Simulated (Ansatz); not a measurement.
## Energy of Ge₂Sb₂Te₅ along a strain of the cell

System: Ge₂Sb₂Te₅ (P-3m1, 9 atoms in the cell).
Method: DFT PBE, scalar-relativistic, plane waves, PAW, no spin polarisation (Ansatz 0.2.0).

The 6 runs differ only in the geometry, by a strain of the cell at fixed fractional positions. Against run 4, the strain is εzz = η. The structure derives from a Materials Project entry.

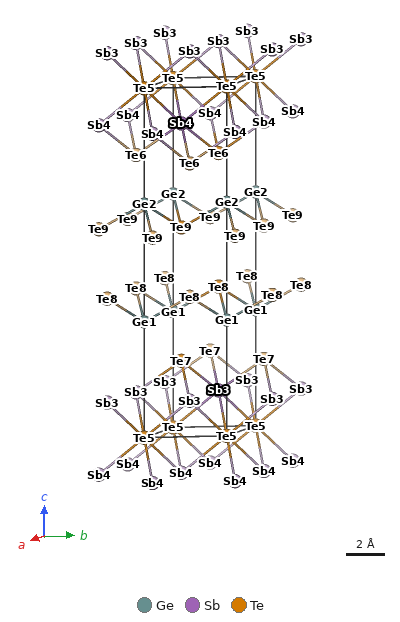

Figure 1. The structure of run 4 (ball-and-stick view of the cell of the calculation, seen slightly off an axis; neighbours outside the cell are drawn fainter; atoms are numbered from 1 in the order of the input).

### Input of run 4
```yaml
crystal:
  lattice:
    - [4.4761, 0.0, 0.0]
    - [-2.23805, 3.8764163099, 0.0]
    - [0.0, 0.0, 18.8215]
  atoms:
    - { symbol: Ge, position: [0.0, 0.0, 0.3313200918] }
    - { symbol: Ge, position: [0.0, 0.0, 0.6686799082] }
    - { symbol: Sb, position: [0.3333333333, 0.6666666667, 0.1120971408] }
    - { symbol: Sb, position: [0.6666666667, 0.3333333333, 0.8879028592] }
    - { symbol: Te, position: [0.0, 0.0, 0.0] }
    - { symbol: Te, position: [0.3333333333, 0.6666666667, 0.7914345914] }
    - { symbol: Te, position: [0.6666666667, 0.3333333333, 0.2085654086] }
    - { symbol: Te, position: [0.3333333333, 0.6666666667, 0.4096023866] }
    - { symbol: Te, position: [0.6666666667, 0.3333333333, 0.5903976134] }
basis:
  ecutwfc: 420
kpoints:
  mp_grid: { grid: [9, 9, 2] }
hamiltonian:
  xc: pbe
scf:
  occupations: { method: gaussian, width: 0.03 }
output:
  forces: true
  stress: true
  eigenvalues: true
```

Command:
```bash
ansatz run input.yaml --threads 2 --pin off --max-ram 4096MiB --backend cpu --events-out ev --progress --plain --runs-dir out
```

Run 5 differs from it as follows:
```diff
-    - [0.0, 0.0, 18.8215]
+    - [0.0, 0.0, 19.5454]
```

### Results, with one run withheld

```csv
run,strain parameter η (%),"free energy per atom, from the lowest run given (meV)",pressure (GPa),gap on the mesh (eV)
1,−11.5384,3.75,−0.90,0.12
2,−7.6923,0.00,−2.44,0.19
3,−3.8461,14.30,−3.66,0.16
4,0.0000,44.26,−4.63,0.16
5,3.8461,?,?,?
6,7.6923,143.56,−5.96,0.08
```

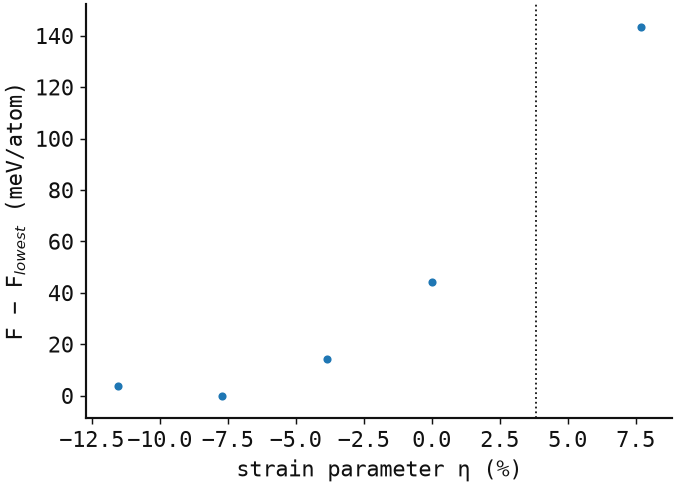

Figure 2. Free energy per atom of the runs given; the dotted line marks run 5.

Fit the runs given and predict run 5.

A cubic polynomial in the coordinate, fitted to the 5 runs given, misses them by at most 0.05 meV per atom. With x = η + 3.0769, it reads F = 19.055 + 6.6545 x + 0.52108 x² − 0.0060807 x³ (meV per atom). At run 5 it gives 88.08 meV per atom, and the run itself gives 87.91. The fit has its minimum at η = −8.8740 %. The gap on the mesh lies between 0.08 eV (run 6) and 0.19 eV (run 2); run 5 has 0.17 eV. These are gaps of this functional on this mesh, which can miss the band edges; they aren't the measured gap.

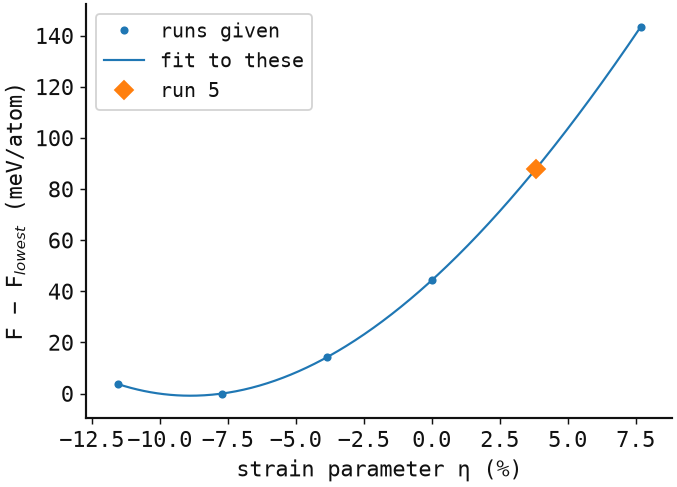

Figure 3. The fit and the withheld run.

### Output, shortened to warnings, some set-up lines, iterations and results (run 5)
```
Basis set: ecut = 420 eV, 6659 PW (Γ), exchange–correlation on 60×60×270 points (8 copies of the dense FFT grid, shifted against one another)
Symmetry: 12 space group operations
k-points: 24 of 162
Initial density: superposition of atomic densities (neutral atoms: chi_scale 0, normalization atom), corrected by the library's trained network
[...]
SCF iter   1: F=—  HF=-56458.503605 eV  |F-HF|=—  |Δ(HF+E_count)|=         —  Δρ=2.48e-3  dr2=7.67e-2  ethr=1.77e-3  ⟨swp⟩=6.8  Hψ=7375  notcnv=0  defer=11
SCF iter   2: F=—  HF=-56458.484300 eV  |F-HF|=—  |Δ(HF+E_count)|=   1.93e-2  Δρ=1.13e-3  dr2=1.09e-2  ethr=5.56e-5  ⟨swp⟩=2.8  Hψ=3036  notcnv=0  defer=209
SCF iter   3: F=—  HF=-56458.482963 eV  |F-HF|=—  |Δ(HF+E_count)|=   1.34e-3  Δρ=5.25e-4  dr2=4.62e-3  ethr=7.91e-6  ⟨swp⟩=2.0  Hψ=2237  notcnv=0  defer=137
SCF iter   4: F=—  HF=-56458.483159 eV  |F-HF|=—  |Δ(HF+E_count)|=   1.96e-4  Δρ=3.68e-4  dr2=6.74e-3  ethr=3.35e-6  ⟨swp⟩=2.0  Hψ=2030  notcnv=0  defer=137
SCF iter   5: F=—  HF=-56458.482903 eV  |F-HF|=—  |Δ(HF+E_count)|=   2.56e-4  Δρ=1.90e-4  dr2=1.76e-4  ethr=3.35e-6  ⟨swp⟩=1.6  Hψ=1857  notcnv=0  defer=137
SCF iter   6: F=—  HF=-56458.482978 eV  |F-HF|=—  |Δ(HF+E_count)|=   7.44e-5  Δρ=7.06e-5  dr2=3.55e-5  ethr=1.27e-7  ⟨swp⟩=2.0  Hψ=2599  notcnv=0  defer=137
SCF iter   7: F=—  HF=-56458.483041 eV  |F-HF|=—  |Δ(HF+E_count)|=   6.33e-5  Δρ=2.66e-5  dr2=4.24e-6  ethr=2.57e-8  ⟨swp⟩=2.0  Hψ=2731  notcnv=0  defer=137
SCF iter   8: F=—  HF=-56458.483045 eV  |F-HF|=—  |Δ(HF+E_count)|=   4.43e-6  Δρ=1.17e-5  dr2=6.17e-7  ethr=3.08e-9  ⟨swp⟩=3.0  Hψ=3479  notcnv=0  defer=137
SCF iter   9: F=-56458.483046 eV  HF=-56458.483046 eV  |F-HF|=1.27e-7  |Δ(HF+E_count)|=   8.16e-7  Δρ=4.42e-6  dr2=8.37e-8  ethr=7.25e-11  ⟨swp⟩=8.7  Hψ=8831  notcnv=0
SCF 1 converged in 9 iterations: F = -56458.483046 eV  dr2 = 8.37e-8
SCF converged after 9 iterations
Free energy (F): -56458.483046 eV
Harris-Foulkes:  -56458.483046 eV  (|F-HF|=1.27e-7)
Internal energy: -56458.483046 eV  (E = F + TS)
E sigma→0 (E₀):  -56458.483046 eV
Entropy (-TS):   -0.000000 eV (-0.000 meV/atom)
Fermi energy:    6.406417 eV
--- Per-component energies (eV) ---
  E_band       = -2294.552374
  E_kinetic    = 1512.747498
  E_local      = -16352.633764  (includes V_loc(G=0)·N_el)
  E_nonlocal   = -4.039812
  E_hartree    = 8431.896075
  E_xc         = -1037.355650
  E_vxc        = -825.171845  (∫ρ·V_xc dr)
  E_paw        = -36487.877619  (= ΣΔE_a)
  E_vpaw       = -3489.229995  (= ΣTr[D̂ρ^β])
  E_aug_tail   = -0.000380  (compensation charges beyond the density's cutoff)
  E_ewald      = -12521.219395
  E_smearing   = -0.000000  (= −TS)
  E_closure    = -0.000000  (closes the sum)
  Σ components = -56458.483046   (vs F -56458.483046, Δ=0.00e0)
--- Forces (eV/Å), atoms counted from 1 ---
  atom   1  Ge     0.00000000     0.00000000     0.68887266
  atom   2  Ge    -0.00000000    -0.00000000    -0.68887266
  atom   3  Sb     0.00000000     0.00000000     0.35980004
  atom   4  Sb    -0.00000000    -0.00000000    -0.35980004
  atom   5  Te    -0.00000000     0.00000000     0.00000000
  atom   6  Te     0.00000000     0.00000000     0.91744012
  atom   7  Te    -0.00000000    -0.00000000    -0.91744012
  atom   8  Te    -0.00000000    -0.00000000    -0.87712386
  atom   9  Te     0.00000000     0.00000000     0.87712386
  max |Σ_I F_I| component: 2.22e-16 eV/Å
--- Stress (GPa, compression-positive) ---
       -5.208459       0.000000      -0.000000
        0.000000      -5.208459       0.000000
       -0.000000       0.000000      -5.731705
  P = ⅓ Tr σ = -5.3829 GPa (-53.829 kbar)
```
